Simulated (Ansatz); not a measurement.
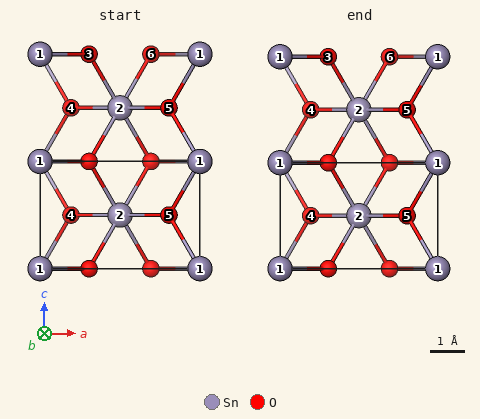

The structure of a crystal of SnO$_{2}$ (built on the rutile type) before (left) and after (right) a relaxation, at one scale.

The picture is a ball-and-stick view of the cell of the calculation, repeated 1 × 1 × 2 with one cell outlined, seen along the b axis.

Computed with DFT, r2SCAN, plane waves, PAW in Ansatz 0.2.0. (plane-wave cutoff 500 eV; k-point mesh 6 × 6 × 8; occupations fermi dirac; smearing width 0.02 eV; no spin polarisation; cell and atoms relaxed; force threshold 0.005 eV/Å)

Q: Describe what moved and what it gained.

A: Over 3 accepted moves (4 points after the start) the energy falls by 11.9 meV per atom. The largest force component goes from 0.028 to 0.0029 eV/Å. The pressure goes from −7.60 to 0.00 GPa. The SCF was repeated once at an unchanged geometry on a basis and grid sized afresh for the cell, which shifted the energy by 0.2 meV per atom at most. The largest moves relative to the cell, 0.005 Å, are those of O3, O4, O5 and O6. O3 goes along [−1 −1 0]. Sn stays in place. Cell: a = b 4.827 → 4.761 Å (−1.4 %), c 3.238 → 3.200 Å (−1.2 %). Volume −3.9 %. Near-neighbour distances that change, for instance: Sn1–O3 2.093 → 2.059 Å, Sn1–O4 2.089 → 2.066 Å. The space group stays P4_2/mnm (No. 136).
